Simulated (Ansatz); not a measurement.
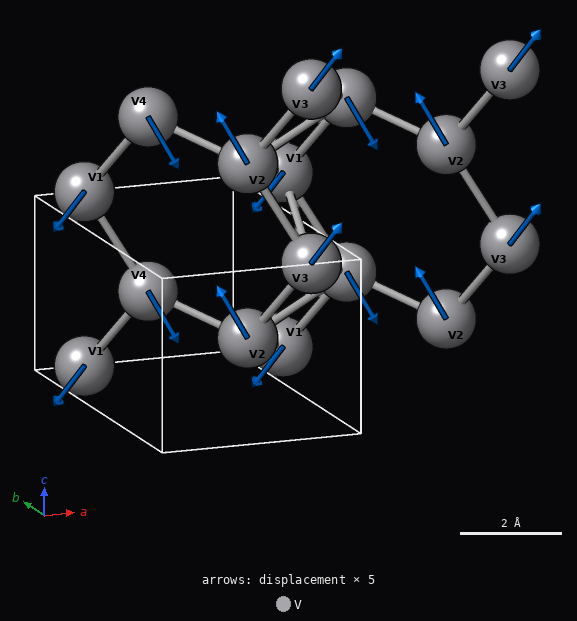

A relaxation of solid V (built on the alpha-gallium_64 type) (coarse preliminary run). The starting structure is drawn; blue arrows show the displacements (the part carried along by the change of the cell is left out), 5 times their true length.

A ball-and-stick model of the cell of the calculation, repeated 2 × 1 × 2 with one cell outlined, seen from a free direction.

Case: alpha-gallium type (Cmce, No. 64).

Level of theory: Ansatz 0.2.0, DFT PBE, scalar-relativistic, plane waves, PAW.

The input:
```yaml
crystal:
  lattice:
    - [2.0497405059, -3.4739300374, 0.0]
    - [2.0497405059, 3.4739300374, 0.0]
    - [0.0, 0.0, 4.1049340204]
  atoms:
    - { symbol: V, position: [0.1525, 0.8475, 0.0785] }
    - { symbol: V, position: [0.6525, 0.3475, 0.4215] }
    - { symbol: V, position: [0.8475, 0.1525, 0.9215] }
    - { symbol: V, position: [0.3475, 0.6525, 0.5785] }
basis:
  ecutwfc: 420
kpoints:
  mp_grid: { grid: [6, 6, 4] }
hamiltonian:
  xc: pbe
scf:
  occupations: { method: gaussian, width: 0.1 }
  lower_state_search: "off"
output:
  forces: true
  stress: true
  eigenvalues: true
relax:
  adjacent_minimum: "off"
  f_tol: 0.04
  max_steps: 70
  cell: { stress_tol: 0.4 }
```

What did the optimiser do to the structure, and how much energy did it gain?

Answer. The largest moves relative to the cell, 0.27 Å, are those of V1, V2, V3 and V4. V3 goes roughly along [1 0 3]. Cell: a = b 4.034 → 4.948 Å (+22.7 %), c 4.105 → 2.894 Å (−29.5 %), γ 118.9° → 128.0°. Volume −4.5 %. Near-neighbour distances that change, for instance: V1–V1 4.105 → 2.894 Å, V1–V2 3.387 → 2.607 Å, V1–V3 2.540 → 2.955 Å, V1–V3 (another image) 2.215 → 2.440 Å. New bonds form: V1–V2 (3.39 → 2.61 Å), V3–V4 (3.39 → 2.61 Å). Among the angles between lasting bonds that change: V4–V1–V4 113.1° → 71.6°, V3–V1–V4 106.5° → 144.2°, V2–V1–V3 99.5° → 90.0°. The space group (tolerance 0.01 Å) goes from Cmce (No. 64) to Fmmm (No. 69). After 14 accepted moves (16 points after the start) the energy has fallen by 867 meV per atom. The largest force component goes from 0.39 to 0.03 eV/Å. The pressure goes from 12.27 to −0.01 GPa. The SCF was repeated twice at an unchanged geometry on a basis and grid sized afresh for the cell, which shifted the energy by 35.9 meV per atom at most.

Limits of the set-up: the k-point mesh is coarse for a cell with partly filled bands.
